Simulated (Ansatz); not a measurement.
**Geometry relaxation, with input and output: Mo4H (part 2 of 2)**

The same run, continued: Mo4H (slab, 5 atoms in the cell); DFT PBEsol, scalar-relativistic, plane waves, PAW, no spin polarisation (Ansatz 0.2.0); cutoff 420 eV, 11×11×1 k-mesh, Gaussian smearing of 0.1 eV. The structure derives from an entry of the Crystallography Open Database. The input holds or restrains some coordinates. Forces given for the steps count only the free coordinates. It belongs to a series of runs on one base structure; here: H put at a hollow Mo-Mo-Mo site.

Geometry of the input (Å; fractional positions):
```
2.7101  0.0000  0.0000
-0.9034  2.5551  0.0000
0.0000  0.0000  25.6383
Mo 0.5000  0.5000  0.3315
Mo 0.0000  0.0000  0.4178
Mo 0.5000  0.5000  0.5042
Mo 0.0000  0.0000  0.5867
H  0.3333  0.6667  0.6304
```

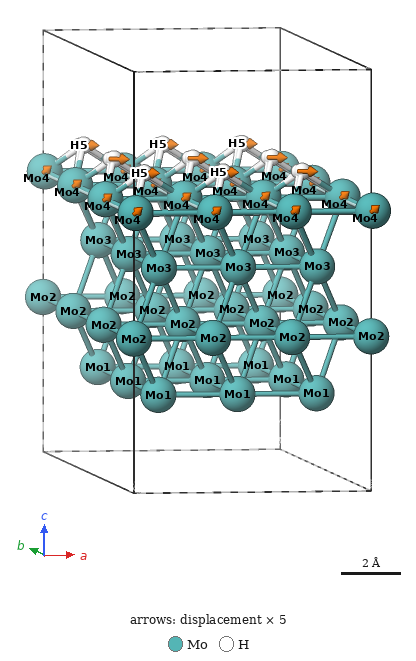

*Start (faint) and end (solid) with the displacements as orange arrows, magnified 5 times (ball-and-stick view of the 3 × 3 repeat of the cell, with the vacuum cut short, seen slightly off an axis).*

The energy falls by 7.2 meV per atom in 3 geometry steps. Largest force component: 0.53 eV/Å at the start, 0.028 eV/Å at the end. The largest move is that of H5, 0.16 Å. By element the largest moves are H 0.16 Å, Mo 0.09 Å. The cell stays as it was. Among the contacts that change: Mo4–H5 2.061 → 2.005 Å, Mo3–Mo4 2.632 → 2.681 Å. Among the angles that change: Mo4–H5–Mo4 98.8° → 102.6°. (Atoms are counted from 1 in the order of the input.)

```
WARN: The input density's exchange-correlation potential varies sharply where the density is thin. Do not read a vacuum level from v_tot or v_xc, or from such a field of the output density. On a cell that repeats whose density bears no net charge and no dipole along the vacuum's axis use v_es (v_loc + v_h of the components); under efield.dipole_correction with no amplitude use v_es + v_field, which holds any external_charges[].barrier, or the levels of the report's work_function block, which leave it out; under a non-zero efield.amplitude the vacuum is tilted and has no level; on a cell that repeats and bears such a dipole with no correction it is tilted too, and efield.dipole_correction with no amplitude gives each side of its ramp a level where efield: is served; in a cell that repeats whose density bears a net charge (total_charge, or a fill off its count) it is curved and has none; of a slab under crystal.periodic whose density bears no net charge use v_es, which has a level on each side, short of where the two are joined; of another it falls or rises all the way out and has none; of a slab beside external_charges read slab_vacuum_level instead, which it has where they leave it neutral. The grid or the basis barely resolves most such structure, and the values can differ between equally converged runs; as a rule a tighter scf.convergence.dr2_threshold does not remove it. Where the density itself ripples (under the LDA too) a higher basis.ecutwfc lessens it. The files hold the spikes' plane waves up to the density's cutoff. Files: v_tot and the like, and their columns of v_z.tsv (output.write_potential); v_xc and the like, and their columns of v_comp_z.tsv (output.write_potential_components); where files of the output density stand in their place, no point of their own thin density is over the threshold below, and this is of outcome.potential() and, of a run that writes arrays (npy), the arrays of these names. Measured: with its Gaussian average of σ = 0.25 Å subtracted twice, the exchange-correlation potential is over 0.1 eV at 23 of the grid points where the equally averaged density (valence and model cores) is under 1e-3 e/Å³, and 0.122 eV at the most among them, at an averaged density of 1.1e-7 e/Å³. See output.write_potential in the manual, Limitations
SCF converged after 3 iterations
Free energy (F): -19603.623370 eV
Harris-Foulkes:  -19603.623370 eV  (|F-HF|=2.93e-8)
Internal energy: -19603.604528 eV  (E = F + TS)
E sigma→0 (E₀):  -19603.613949 eV
Entropy (-TS):   -0.018841 eV (-3.768 meV/atom)
Fermi energy:    4.505246 eV
Dipole field:    D = 0.002214 V/Å  (p = 0.002172 e·Å, saw-weighted, corrected)
Work function:   Φ+ = 4.6977 eV   Φ− = 4.7545 eV
Levels:          The Fermi level and band energies are counted from a zero that moves with the ramp; work functions are not
--- Per-component energies (eV) ---
  E_band       = -1145.808327
  E_kinetic    = 1775.523852
  E_local      = -81424.067889  (includes V_loc(G=0)·N_el)
  E_nonlocal   = 581.051932
  E_hartree    = 39712.986413
  E_xc         = -736.466461
  E_vxc        = -922.755616  (∫ρ·V_xc dr)
  E_paw        = -12576.006163  (= ΣΔE_a)
  E_vpaw       = -581.564706  (= ΣTr[D̂ρ^β])
  E_aug_tail   = -0.000961  (compensation charges beyond the density's cutoff)
  E_efield     = 0.000002  (sawtooth field / dipole correction)
  E_vefield    = 0.056158  (∫n·V_field dr)
  E_ewald      = 33062.537548
  E_core_change = 0.837197  (= ΣΔE_core)
  E_smearing   = -0.018841  (= −TS)
  E_closure    = 0.000000  (closes the sum)
  Σ components = -19603.623370   (vs F -19603.623370, Δ=0.00e0)
--- Forces (eV/Å), atoms counted from 1 ---
  atom   1  Mo    -0.02093718     0.01480482     0.60860126
  atom   2  Mo     0.05201356    -0.03677914    -0.60067961
  atom   3  Mo    -0.02818942     0.01993293    -0.00139136
  atom   4  Mo    -0.00704243     0.00497975    -0.00451887
  atom   5  H      0.00422875    -0.00299018    -0.00202515
  max |Σ_I F_I| component: 7.33e-5 eV/Å
--- Band table (eV; the first three rows and the last of 36) ---
  k-point 0: bands = ["-56.7030", "-56.6150", "-56.4800", "-56.3936", "-31.3102", "-30.9309", "-30.4359", "-30.4020", "-30.2469", "-30.0658", "-30.0441", "-30.0166", "-29.9721", "-29.9606", "-29.9129", "-29.7582", "-3.1870", "-2.0249", "-0.9586", "-0.5068", "1.1191", "1.5328", "1.6643", "2.3887", "2.8911", "3.0116", "3.0786", "3.5322", "3.9195", "4.8914", "5.3929", "5.5751", "5.8243", "5.9720", "6.2010"]
  k-point 1: bands = ["-56.6872", "-56.6025", "-56.4718", "-56.3846", "-31.2807", "-30.9325", "-30.4963", "-30.4299", "-30.2487", "-30.1364", "-30.0693", "-30.0433", "-30.0163", "-29.9926", "-29.9491", "-29.7981", "-2.9520", "-1.7856", "-0.7028", "-0.2492", "1.1814", "1.4822", "1.7414", "2.4318", "2.7386", "2.8528", "3.1707", "3.5342", "3.7207", "4.7413", "5.1290", "5.4474", "5.6328", "5.9027", "6.0425"]
  k-point 2: bands = ["-56.6437", "-56.5686", "-56.4510", "-56.3604", "-31.2024", "-30.9612", "-30.6622", "-30.5425", "-30.3753", "-30.2398", "-30.2177", "-30.1185", "-30.0877", "-30.0328", "-29.9986", "-29.8391", "-2.3542", "-1.2007", "-0.1370", "0.3122", "1.2196", "1.4415", "1.8365", "2.2769", "2.4624", "2.6718", "2.9084", "3.5853", "3.8692", "4.3741", "5.3186", "5.4848", "5.6729", "5.7857", "6.0066"]
  k-point 35: bands = ["-56.4291", "-56.3653", "-56.2643", "-56.1705", "-31.4052", "-31.2674", "-31.0688", "-30.9398", "-30.9334", "-30.8812", "-30.7625", "-30.6194", "-30.5313", "-30.3959", "-30.2759", "-30.0316", "-1.8252", "-0.7279", "-0.6300", "-0.4834", "0.2662", "0.4652", "1.4986", "1.9111", "2.9708", "3.7654", "4.9738", "5.1533", "5.4261", "5.7578", "6.2651", "7.2606", "7.4359", "8.3254", "8.6502"]
--- Relaxed structure (4 steps of the walk, 4 accepted, 0 SCFs on fresh bases) ---
  F+E_penalty+E_count = -19603.62336955 eV   max|allowed force component| = 2.819e-2 eV/Å
  atoms:
    - { symbol: Mo, position: [0.4999999999999999, 0.49999999999999994, 0.3315357299] }
    - { symbol: Mo, position: [0.0, 0.0, 0.417842441] }
    - { symbol: Mo, position: [0.5055168458565246, 0.49448315414347527, 0.5041101393491229] }
    - { symbol: Mo, position: [0.01618892144686407, -0.01618892144686407, 0.5889925495293196] }
    - { symbol: H, position: [0.3704704110601897, 0.62952958893981, 0.630937408929436] }
```

Trajectory as extended XYZ (Å, eV, eV/Å), 4 frames, from step=1 to step=4
```
5
Lattice="2.7101 0.0000 0.0000 -0.9034 2.5551 0.0000 0.0000 0.0000 25.6383" Properties=species:S:1:pos:R:3:forces:R:3 step=1 energy=-19603.58753
Mo    0.9034    1.2775    8.5000   -0.0217   0.0153   0.5892
Mo    0.0000    0.0000   10.7128   -0.0142   0.0101  -0.6156
Mo    0.9034    1.2775   12.9261   -0.1250   0.0884  -0.4787
Mo    0.0000    0.0000   15.0422   -0.1233   0.0872   0.5256
H     0.3011    1.7034   16.1622    0.2842  -0.2010  -0.0207
5
Lattice="2.7101 0.0000 0.0000 -0.9034 2.5551 0.0000 0.0000 0.0000 25.6383" Properties=species:S:1:pos:R:3:forces:R:3 step=2 energy=-19603.60263
Mo    0.9034    1.2775    8.5000   -0.0021   0.0015   0.6299
Mo    0.0000    0.0000   10.7128   -0.1419   0.1004  -0.6183
Mo    0.8668    1.3034   12.9219    0.3027  -0.2140   0.2812
Mo    0.0659   -0.0466   15.1407   -0.1135   0.0802  -0.3593
H     0.4570    1.5932   16.1947   -0.0453   0.0320   0.0654
5
Lattice="2.7101 0.0000 0.0000 -0.9034 2.5551 0.0000 0.0000 0.0000 25.6383" Properties=species:S:1:pos:R:3:forces:R:3 step=3 energy=-19603.62337
Mo    0.9034    1.2775    8.5000   -0.0209   0.0148   0.6087
Mo    0.0000    0.0000   10.7128    0.0520  -0.0368  -0.6006
Mo    0.9233    1.2634   12.9245   -0.0282   0.0199  -0.0012
Mo    0.0585   -0.0414   15.1007   -0.0070   0.0050  -0.0046
H     0.4353    1.6085   16.1761    0.0042  -0.0030  -0.0020
5
Lattice="2.7101 0.0000 0.0000 -0.9034 2.5551 0.0000 0.0000 0.0000 25.6383" Properties=species:S:1:pos:R:3:forces:R:3 step=4 energy=-19603.62337
Mo    0.9034    1.2775    8.5000   -0.0209   0.0148   0.6086
Mo    0.0000    0.0000   10.7128    0.0520  -0.0368  -0.6007
Mo    0.9233    1.2634   12.9245   -0.0282   0.0199  -0.0014
Mo    0.0585   -0.0414   15.1007   -0.0070   0.0050  -0.0045
H     0.4353    1.6085   16.1761    0.0042  -0.0030  -0.0020
```

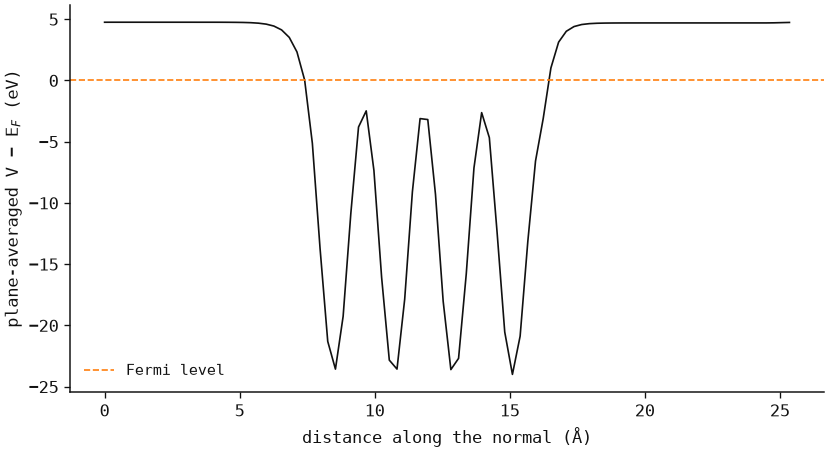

*Plane average of the electrostatic potential energy of an electron across the cell, from the Fermi level.*

The vacuum level lies 4.70 eV above the Fermi level on the upper side and 4.75 eV on the lower.

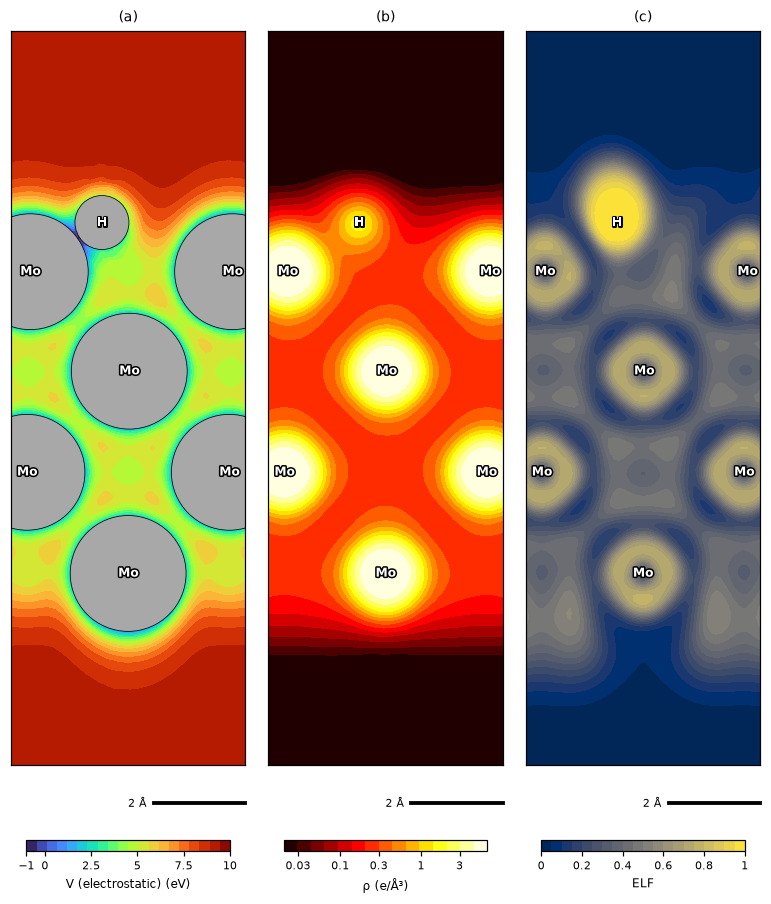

*(a) electrostatic potential (local pseudopotential plus Hartree) felt by an electron; (b) valence charge density (pseudo); (c) ELF on the (110) plane of the calculation cell, a cut from vacuum to vacuum. Grey discs, where drawn, cover atomic cores.*

Mo–H (1.90 Å): the density is about 0.77 e/Å³ at the midpoint, with its minimum of 0.5 e/Å³ about 1.2 Å from Mo; the ELF climbs to about 1 towards the hydrogen, as it does in any bond to H. The density dies away to nearly zero in the vacuum. The strong features right at Mo lie inside the PAW spheres (semicore, d or f shells) and say nothing about bonding. In a PAW calculation such maps are meaningful between the atoms, not at the nuclei.

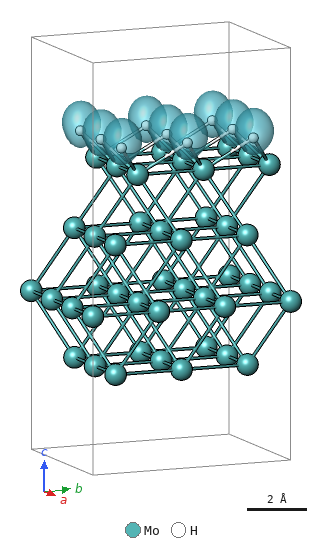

*Isosurface of the ELF at 0.8 (cyan), seen slightly off an axis. Only the valence region is drawn (cores and ρ < 0.01 e/Å³ removed). Sticks mark near contacts.*

The ELF exceeds this value in one region around a hydrogen nucleus, counted in one cell of 5 atoms. Profiles from the grid: Mo–H (1.90 Å): the ELF climbs to about 1 towards the hydrogen. Mo–Mo (2.68 Å): the ELF is about 0.35 at the midpoint; no shared electron pair.

Summary

- outcome: converged under the restraints of the input
- electrons treated: 57
- free energy: −19603.6234 eV
- work function, top face: 4.70 eV
- work function, bottom face: 4.75 eV
- Fermi energy: 4.505 eV
- gap on the k-point mesh: none (metallic)
- final volume: 177.53 Å³
- work function (upper face): 4.70 eV
- largest force (length of the vector) at the end, held atoms and coordinates included: 0.609 eV/Å
- hardware: 2 threads of AMD EPYC (Zen 5), 32 GiB of memory available, shared host
- wall time: 15 s (CPU time 29 s)
- peak memory: 0.57 GiB

Remarks

Warnings of the run: the exchange-correlation potential is rough where the density is thin.
